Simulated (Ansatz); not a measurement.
# Mo: 7 runs along one coordinate

System: Mo (Imma, 2 atoms in the cell).
Method: DFT r2SCAN, scalar-relativistic, plane waves, PAW, no spin polarisation (Ansatz 0.2.0).

The 7 runs differ only in the geometry, by a shift of atoms along one path in a fixed cell. The shift s is measured from run 4: Mo1 moves along the Cartesian direction (−1.00, 0.00, 0.00), and Mo2 with it in fixed proportion. The structure derives from a Materials Project entry.

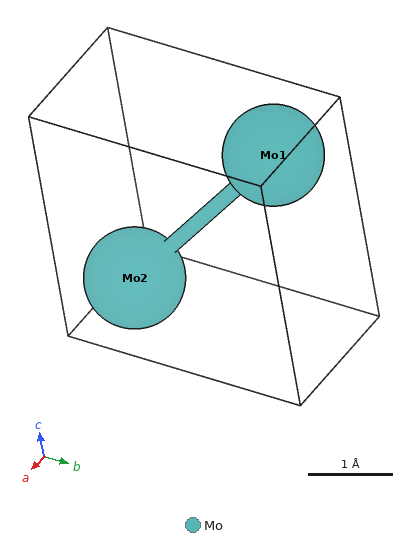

Figure 1. The structure of run 4 (ball-and-stick view of the cell of the calculation, seen at an oblique angle; atoms are numbered from 1 in the order of the input). An atom can appear more than once, as a periodic image.

**Input of run 4**
```yaml
crystal:
  lattice:
    - [2.7488179334, 0.0, 0.0]
    - [1.3744089667, -2.3805461607, -2.5339005368]
    - [1.3744089667, 2.3805461607, -2.5339005368]
  atoms:
    - { symbol: Mo, position: [0.2318103631, 0.75, 0.75] }
    - { symbol: Mo, position: [0.7681896369, 0.25, 0.25] }
basis:
  ecutwfc: 500
kpoints:
  mp_grid: { grid: [24, 24, 24] }
hamiltonian:
  xc: r2scan
scf:
  occupations: { method: gaussian, width: 0.15 }
output:
  forces: true
  stress: true
  eigenvalues: true
```

Command:
```bash
ansatz run input.yaml --threads 2 --pin off --max-ram 5120MiB --backend cpu --events-out ev --progress --plain --runs-dir out
```

Lattice vectors (Å) and fractional positions of run 4:
```
   2.748818    0.000000    0.000000
   1.374409   -2.380546   -2.533901
   1.374409    2.380546   -2.533901
Mo  0.231810  0.750000  0.750000
Mo  0.768190  0.250000  0.250000
```

Run 6 differs from it as follows:
```diff
-    - { symbol: Mo, position: [0.2318103631, 0.75, 0.75] }
-    - { symbol: Mo, position: [0.7681896369, 0.25, 0.25] }
+    - { symbol: Mo, position: [0.1954310894, 0.75, 0.75] }
+    - { symbol: Mo, position: [0.8045689106, 0.25, 0.25] }
```

**Results, with one run withheld**

```tsv
run	shift s of Mo1 (Å)	free energy per atom, from the lowest run given (meV)	pressure (GPa)	force along the path (eV/Å)
1	−0.2500	5.48	1.50	0.014
2	−0.1500	1.74	0.28	0.081
3	−0.0250	0.00	−0.07	−0.029
4	0.0000	0.43	−0.01	−0.037
5	0.0250	0.93	0.10	−0.049
6	0.1000	?	?	?
7	0.1250	4.99	1.18	−0.059
```

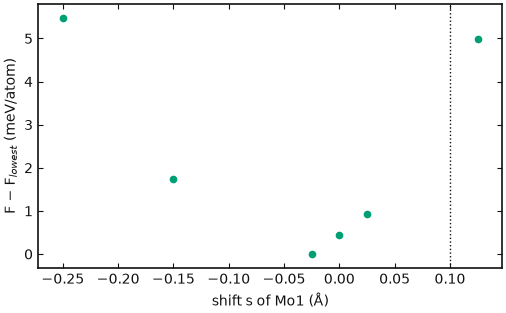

Figure 2. Free energy per atom of the runs given; the dotted line marks run 6.

What should run 6 give?

A cubic polynomial in the coordinate, fitted to the 6 runs given, misses them by at most 0.15 meV per atom. With x = s + 0.0458, it reads F = 0.10151 − 0.93732 x + 151.33 x² + 130.53 x³ (meV per atom). At run 6 it gives 3.59 meV per atom, and the run itself gives 4.09. The slope of the fit gives a force −dF/ds of −0.103 eV/Å along the path (summed over the atoms that move), and the printed forces give −0.086 eV/Å. The fit has its minimum at s = −0.0427 Å. The fit misses that run by 0.50 meV per atom.

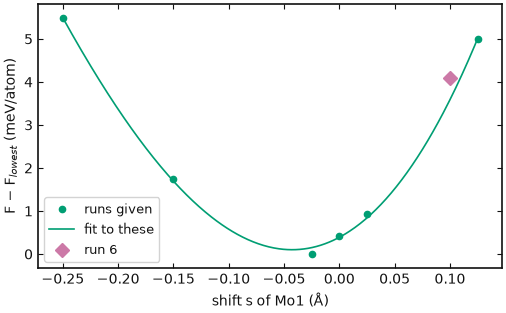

Figure 3. The fit and the withheld run.

**Output, shortened to warnings, some set-up lines, iterations and results (run 6)**
```
Basis set: ecut = 500 eV, 833 PW (Γ), exchange–correlation on 96×120×120 points (64 copies of the dense FFT grid, shifted against one another)
Symmetry: 8 space group operations
k-points: 1963 of 13824
Initial density: superposition of atomic densities (neutral atoms: chi_scale 0, normalization atom), corrected by the library's trained network
[...]
SCF iter   1: F=—  HF=-9933.325406 eV  |F-HF|=—  |Δ(HF+E_count)|=         —  Δρ=1.18e-2  dr2=2.51e-2  dr2_τ=3.17e-2  ethr=1.77e-3  ⟨swp⟩=5.0  Hψ=160033  notcnv=0
SCF iter   2: F=—  HF=-9933.328472 eV  |F-HF|=—  |Δ(HF+E_count)|=   3.07e-3  Δρ=6.51e-3  dr2=6.55e-3  dr2_τ=3.12e-4  ethr=8.98e-5  ⟨swp⟩=2.3  Hψ=69807  notcnv=0
SCF iter   3: F=—  HF=-9933.328568 eV  |F-HF|=—  |Δ(HF+E_count)|=   9.58e-5  Δρ=8.58e-4  dr2=8.92e-5  dr2_τ=4.40e-6  ethr=2.34e-5  ⟨swp⟩=2.4  Hψ=59154  notcnv=0
SCF iter   4: F=—  HF=-9933.328685 eV  |F-HF|=—  |Δ(HF+E_count)|=   1.18e-4  Δρ=2.01e-4  dr2=5.12e-6  dr2_τ=1.25e-6  ethr=3.18e-7  ⟨swp⟩=2.4  Hψ=61798  notcnv=0
SCF iter   5: F=—  HF=-9933.328693 eV  |F-HF|=—  |Δ(HF+E_count)|=   7.60e-6  Δρ=2.96e-5  dr2=1.80e-7  dr2_τ=4.64e-8  ethr=1.83e-8  ⟨swp⟩=2.9  Hψ=65353  notcnv=0
SCF iter   6: F=-9933.328693 eV  HF=-9933.328693 eV  |F-HF|=2.20e-9  |Δ(HF+E_count)|=   1.83e-7  Δρ=5.27e-6  dr2=5.98e-9  dr2_τ=1.37e-9  ethr=3.57e-10  ⟨swp⟩=5.1  Hψ=153873  …
SCF 1 converged in 6 iterations: F = -9933.328693 eV  dr2 = 5.98e-9
SCF converged after 6 iterations
Free energy (F): -9933.328693 eV
Harris-Foulkes:  -9933.328693 eV  (|F-HF|=2.20e-9)
Internal energy: -9933.306198 eV  (E = F + TS)
E sigma→0 (E₀):  -9933.317446 eV
Entropy (-TS):   -0.022495 eV (-11.248 meV/atom)
Fermi energy:    19.626893 eV
--- Per-component energies (eV) ---
  E_band       = -169.515905
  E_kinetic    = 882.276560
  E_local      = -1721.747777  (includes V_loc(G=0)·N_el)
  E_nonlocal   = 288.548451
  E_hartree    = 574.946983
  E_xc         = -356.138337
  E_vxc        = -511.562641  (∫ρ·V_xc dr)
  E_paw        = -6435.827355  (= ΣΔE_a)
  E_vpaw       = -291.054954  (= ΣTr[D̂ρ^β])
  E_aug_tail   = 0.000007  (compensation charges beyond the density's cutoff)
  E_vtau       = 34.128995  (kinetic-family band-sum trace: ∫τ·v_τ [+ j·A + Jᵃ·Aᵃ] dr)
  E_ewald      = -3164.922324
  E_core_change = -0.442407  (= ΣΔE_core)
  E_smearing   = -0.022495  (= −TS)
  E_closure    = -0.000000  (closes the sum)
  Σ components = -9933.328693   (vs F -9933.328693, Δ=0.00e0)
--- Forces (eV/Å), atoms counted from 1 ---
  atom   1  Mo     0.04290233     0.00000000     0.00000000
  atom   2  Mo    -0.04290233     0.00000000     0.00000000
  max |Σ_I F_I| component: 0.00e0 eV/Å
--- Stress (GPa, compression-positive) ---
       -2.285827       0.000000       0.000000
        0.000000       6.640022       0.000000
        0.000000       0.000000      -1.834771
  P = ⅓ Tr σ = 0.8398 GPa (8.398 kbar)
```
